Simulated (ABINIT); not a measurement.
LiH (Fm-3m): how ε∞ follows the gap

The empty bands of LiH (Fm-3m) are shifted up rigidly by Δ, and ε∞ is computed for each shift.

Cell: a, b, c = 2.880, 2.880, 2.880 Å (primitive vectors), 2 atoms.

Method: ABINIT 10.8.3, PBE, independent particles, k-mesh 14×14×14, Lorentzian half width 0.04 eV.

Launch of the response step: `optic optic.abi`. The series took 13 s in all, its band step included, on 4 threads of Arm Neoverse V2, with other jobs on the host.

| Δ (eV) | ε∞ |
| --- | --- |
| 0.00 | 4.338 |
| 0.40 | 4.114 |
| 0.80 | 3.920 |
| 1.20 | 3.752 |
| 1.60 | ? |
| 2.00 | 3.471 |

With one effective transition at E₀ and fixed dipole strength, ε∞ − 1 = A/(E₀ + Δ), so 1/(ε∞ − 1) is linear in Δ.

Working, on the rows shown:

| x = Δ (eV) | y = 1/(ε∞ − 1) |
| --- | --- |
| 0 | 0.299581 |
| 0.4 | 0.32113 |
| 0.8 | 0.342466 |
| 1.2 | 0.363372 |
| 2 | 0.404694 |

Means: x̄ = 0.88, ȳ = 0.34625. Σ(x − x̄)(y − ȳ) = 0.1244, Σ(x − x̄)² = 2.368. Slope = 0.1244 / 2.368 = 0.05252; intercept = ȳ − slope · x̄ = 0.30003. Turned back into ε∞, the line misses the rows shown by at most 0.005.

Fill in the last column of the withheld row.

At x = 1.6 the line gives y = 0.38406, that is 3.604. The run gave 3.603, so the interpolation is off by 0.00074, 0.1 % of the range in the table.

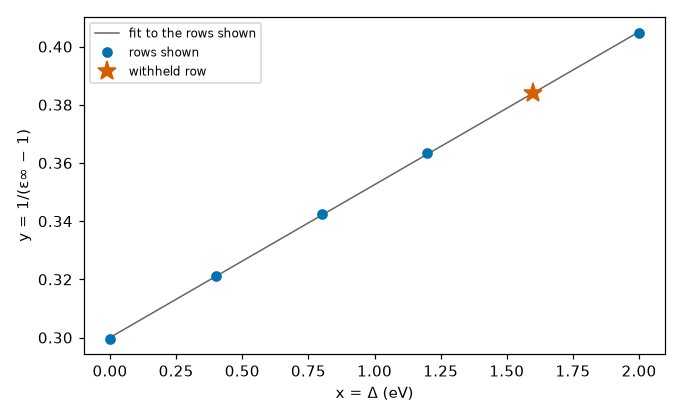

Refitted with all rows, the slope is 0.05254 and the intercept 0.30003. These give E₀ = intercept/slope = 5.7 eV, far above the least direct gap of 3.02 eV: most of the screening comes from transitions well over the edge. Over the first step ε∞ falls by 13 % per eV. The cell comes from an older database entry, whose edges can be off by a per cent or so. Excitons are left out and so are local fields; PBE gaps are as a rule too small. The values come from a sum over the points of one k-mesh and carry its error, which grows as the direct gap shrinks.
